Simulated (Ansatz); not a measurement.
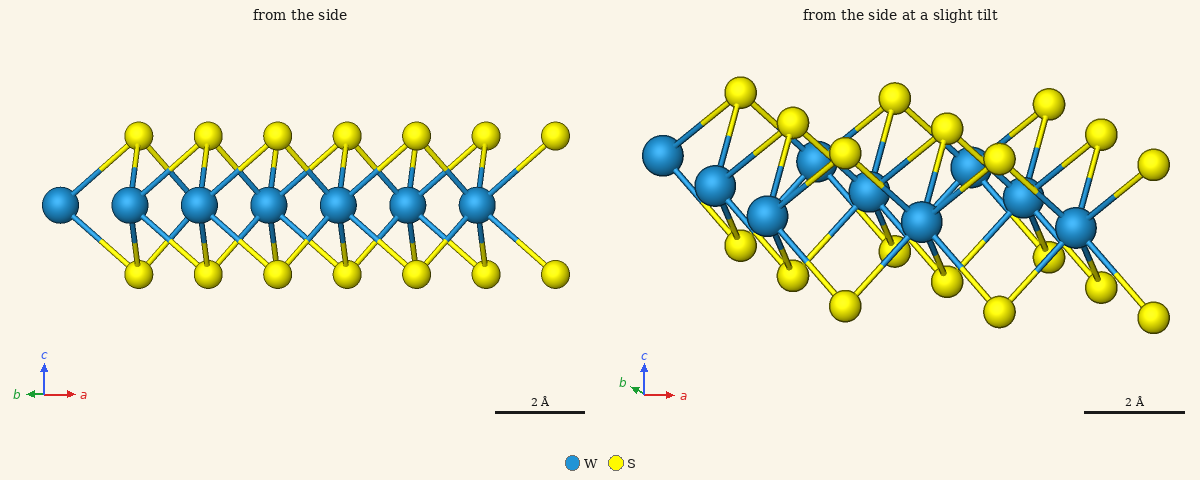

A ball-and-stick picture of a periodic sheet, seen from the side and from the side at a slight tilt. The surface normal points up in side views; the vacuum is left out. 3×3 cells are drawn in the plane, with atoms at the edges repeated.

The cell holds 1 W, 2 S.

Question: Give the termination of both faces.

Answer: The top face ends in S, the bottom face in S. The two faces are alike.

Question: What is the slab's thickness, atom centre to atom centre?

Answer: About 3.1 Å from the lowest to the highest atom.

Question: Name the atomic layers in order from the top face down.

Answer: Three planes: S / W / S.

Question: Describe the bonding.

Answer: W bonds to six S in a distorted trigonal prismatic arrangement at about 2.3 to 2.6 Å. S bonds to three W in a trigonal pyramidal arrangement at about 2.3 to 2.6 Å. Not all metal-metal contacts are counted. The bonds build WS2 layers parallel to the surface.

Starting structure: a structure listed in the Materials Project. The cell was then strained or its atoms displaced on purpose. It was run through Ansatz as a DFT input.

At this level of theory the run's own cell isn't at rest (forces up to 4.5 eV/Å), so its distances can differ from those at equilibrium, the more so the softer the solid.
